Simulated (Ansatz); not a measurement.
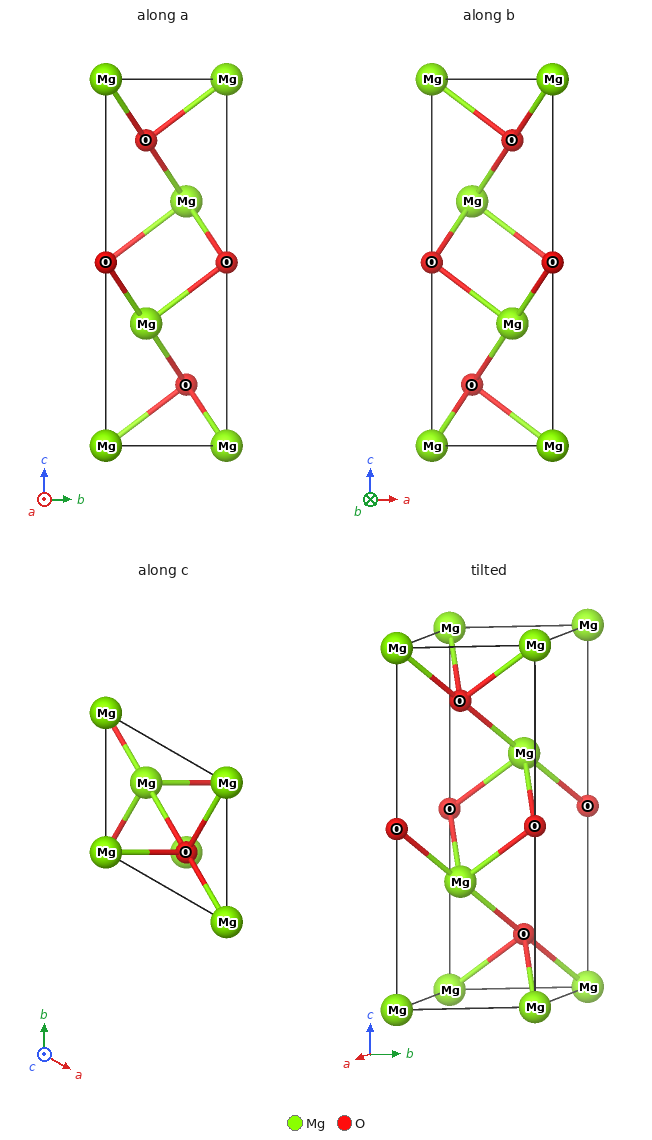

View along the a axis, along the b axis, along the c axis and slightly off an axis, drawn as a ball-and-stick model. The edges of the conventional unit cell are marked.

Lattice parameters: a = 2.8198 Å, b = 2.8198 Å, c = 7.4083 Å, α = 90.000°, β = 90.000°, γ = 120.000°.

Reconstruct the structure as a CIF in P1 with every atom of the cell.

```cif
data_structure
_symmetry_space_group_name_H-M 'P 1'
_symmetry_Int_Tables_number 1
_cell_length_a 2.8198
_cell_length_b 2.8198
_cell_length_c 7.4083
_cell_angle_alpha 90.000
_cell_angle_beta 90.000
_cell_angle_gamma 120.000
_cell_volume 51.01
loop_
_atom_site_label
_atom_site_type_symbol
_atom_site_fract_x
_atom_site_fract_y
_atom_site_fract_z
_atom_site_occupancy
Mg1 Mg 0.0000 0.0000 0.0000 1
O1 O 0.6667 0.3333 0.8333 1
Mg2 Mg 0.6667 0.3333 0.3333 1
O2 O 0.3333 0.6667 0.1667 1
Mg3 Mg 0.3333 0.6667 0.6667 1
O3 O 0.0000 0.0000 0.5000 1
```

The structure was taken from a structure type filled with these elements by a generator (whether the compound takes this form wasn't checked). The cell was then strained or its atoms displaced on purpose. It went into a calculation with Ansatz.

At this level of theory the cell isn't at rest (compressed, at 24 GPa), so its distances can differ from those at equilibrium, the more so the softer the solid.
